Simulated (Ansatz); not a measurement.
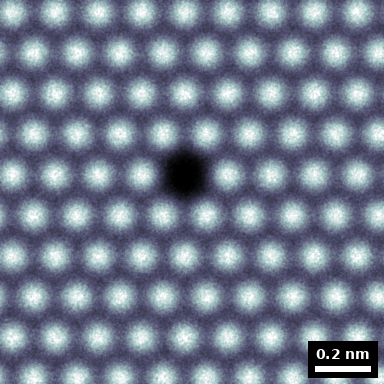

Dark-field STEM-like image of B (P6/mmm, No. 191) along [101]. The image is simulated as a sum over atoms of Z^1.8, blurred by a 1.07 Å probe (no channelling). Shot noise was added.

The sample is 1 repeat (4.4 Å) thick. One point defect was put into the perfect crystal, without relaxing the atoms around it. Brightness is counted from the darkest point of the image. Host structure: coordinates from a relaxation with DFT PBE, scalar-relativistic, plane waves, PAW in Ansatz; the starting structure was generated, so it need not be a known form of this composition.

**Where is the defect (in Å from the left and the top edge), and what does its contrast suggest?**

At about 7 Å from the left and 6 Å from the top. The column has all but vanished there, which points to a vacancy or a much lighter atom. The column holds 1 atom (B) through the sample, and one B atom is missing, so its peak vanishes.
